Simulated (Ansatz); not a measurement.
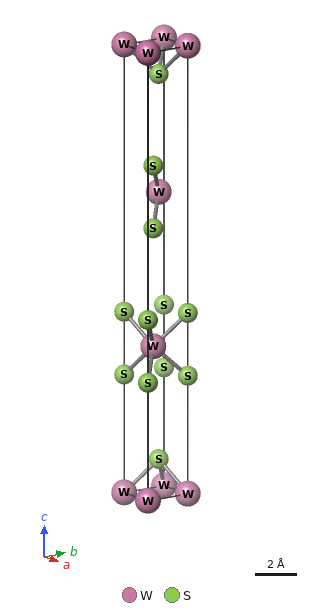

This is a crystal of WS2 (set up in R3m). A ball-and-stick model of the conventional cell (3 times the calculation's cell), seen slightly off an axis. Lengths and directions refer to the drawn axes.

Theory: DFT PBE, scalar-relativistic, plane waves, PAW (Ansatz 0.2.0). Set-up: plane-wave cutoff 420 eV; k-point mesh 12 × 12 × 12; occupations gaussian; smearing width 0.02 eV; no spin polarisation.

The variant: Every tungsten atom is replaced by molybdenum, which gives MoS2. Cell and atoms are relaxed again (to zero pressure within 0.1 GPa, forces under 0.01 eV/Å).

Input file:
```yaml
crystal:
  lattice:
    - [1.5710119958, 0.9070241987, 7.3672362606]
    - [-1.5710119958, 0.9070241987, 7.3672362606]
    - [0.0, -1.8140483974, 7.3672362606]
  atoms:
    - { symbol: Mo, position: [0.0006774479, 0.0006774479, 0.0006774479] }
    - { symbol: S, position: [0.4040743059, 0.4040743059, 0.4040743059] }
    - { symbol: S, position: [0.2639482462, 0.2639482462, 0.2639482462] }
basis:
  ecutwfc: 420
kpoints:
  mp_grid: { grid: [12, 12, 12] }
hamiltonian:
  xc: pbe
scf:
  occupations: { method: gaussian, width: 0.02 }
output:
  forces: true
  stress: true
  eigenvalues: true
relax:
  adjacent_minimum: "off"
  f_tol: 0.01
  max_steps: 60
  cell: { stress_tol: 0.1 }
```

Command:
```bash
ansatz run input.yaml --threads 1 --pin off --max-ram 1331MiB --backend cpu --events-out ev --progress --plain --runs-dir out
```

Predict the response.

The volume per atom goes from 21.93 to 21.60 Å³. The volume changes by −1.5 %, with a = b 3.188 → 3.185 Å (−0.1 %), c 22.423 → 22.130 Å (−1.3 %). The space group stays R3m (No. 160).

Drawn alike, the variant:

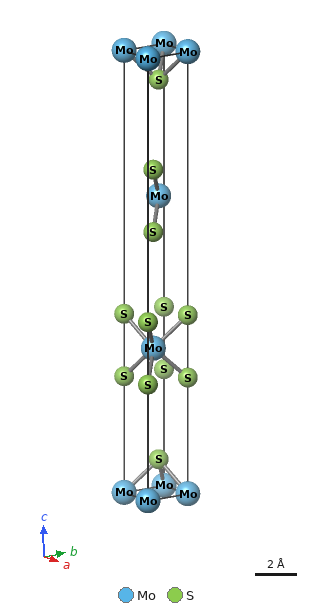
